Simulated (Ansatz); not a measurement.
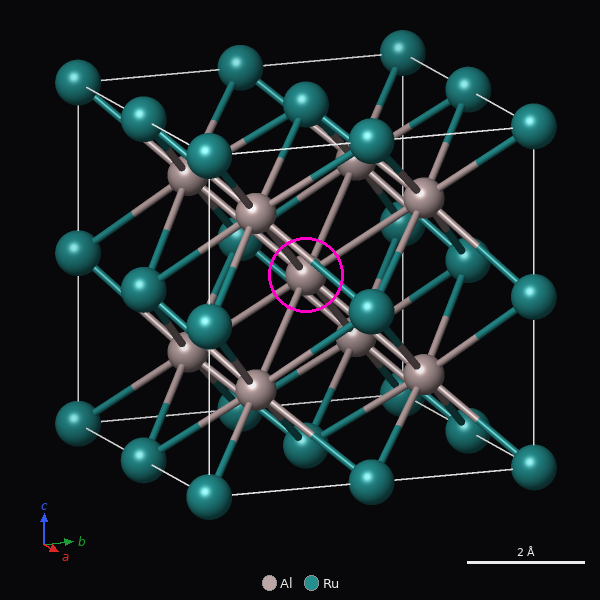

Ball-and-stick representation of a periodic structure, projected slightly off an axis. One supercell is framed, with atoms on its boundary repeated. The host is AlRu, in a cell of 16 sites, and the cell is neutral. A ring marks the defect's site.

**What kind of defect was put in?**

Aluminium on a ruthenium site (an antisite). It is bonded to eight Al in a cubic arrangement at about 2.7 Å. Not all metal-metal contacts are counted.

The atoms were relaxed in the host's cell with DFT PBE, scalar-relativistic, plane waves, PAW in Ansatz.
